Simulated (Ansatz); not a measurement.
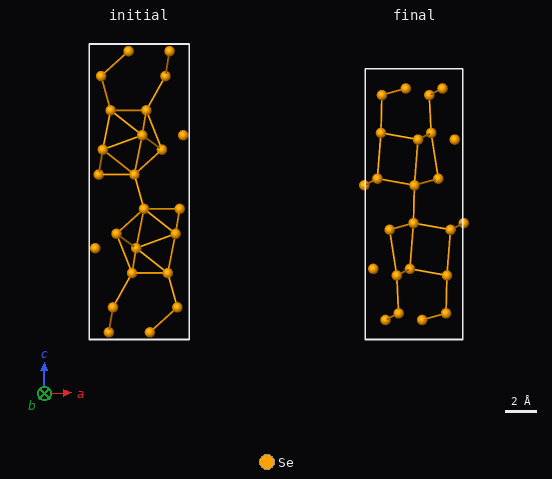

The structure of solid Se (built on the alpha-boron_166 type) (coarse preliminary run) before (left) and after (right) a relaxation, at one scale.

The picture is a ball-and-stick view of the conventional cell (3 times the calculation's cell), seen along the b axis. Lengths and directions refer to the drawn axes.

Case: alpha-boron type (R-3m, No. 166).

Theory: DFT PBEsol, scalar-relativistic, plane waves, PAW (Ansatz).

The input:
```yaml
crystal:
  lattice:
    - [3.8490754953, 2.2222647734, 6.5642216712]
    - [-3.8490754953, 2.2222647734, 6.5642216712]
    - [0.0, -4.4445295466, 6.5642216712]
  atoms:
    - { symbol: Se, position: [0.01019, 0.65361, 0.01019] }
    - { symbol: Se, position: [0.01019, 0.01019, 0.65361] }
    - { symbol: Se, position: [0.65361, 0.01019, 0.01019] }
    - { symbol: Se, position: [0.98981, 0.34639, 0.98981] }
    - { symbol: Se, position: [0.34639, 0.98981, 0.98981] }
    - { symbol: Se, position: [0.98981, 0.98981, 0.34639] }
    - { symbol: Se, position: [0.22118, 0.6306, 0.22118] }
    - { symbol: Se, position: [0.22118, 0.22118, 0.6306] }
    - { symbol: Se, position: [0.6306, 0.22118, 0.22118] }
    - { symbol: Se, position: [0.77882, 0.3694, 0.77882] }
    - { symbol: Se, position: [0.3694, 0.77882, 0.77882] }
    - { symbol: Se, position: [0.77882, 0.77882, 0.3694] }
basis:
  ecutwfc: 420
kpoints:
  mp_grid: { grid: [3, 3, 3] }
hamiltonian:
  xc: pbesol
scf:
  occupations: { method: gaussian, width: 0.1 }
  lower_state_search: "off"
output:
  forces: true
  stress: true
  eigenvalues: true
relax:
  adjacent_minimum: "off"
  f_tol: 0.04
  max_steps: 70
  cell: { stress_tol: 0.4 }
```

Q: What changed between the two?

A: After 16 accepted moves (19 points after the start) the energy has fallen by 6.008 eV per cell of the calculation. The largest force component goes from 1.5 to 0.034 eV/Å. The pressure goes from 0.70 to 0.26 GPa. The line search rejected the trial steps at points 10, 12 of the run. The SCF was repeated once at an unchanged geometry on a basis and grid sized afresh for the cell, which shifted the energy by 3.7 meV per cell of the calculation at most. The largest moves relative to the cell, 0.88 Å, are those of Se7, Se8, Se9, Se10, Se11 and Se12. Se8 goes along [0 1 3]. Cell: a = b 7.698 → 7.509 Å (−2.5 %), c 19.693 → 18.029 Å (−8.4 %). Volume −12.9 %. Near-neighbour distances that change, for instance: Se1–Se2 2.745 → 3.860 Å, Se7–Se11 2.794 → 3.757 Å, Se10–Se11 3.152 → 2.821 Å, Se1–Se11 2.829 → 2.541 Å. Among the angles between lasting bonds that change: Se4–Se9–Se6 58.1° → 98.9°, Se7–Se6–Se9 107.0° → 134.6°, Se2–Se6–Se7 124.0° → 99.0°. The space group stays R-3m (No. 166).
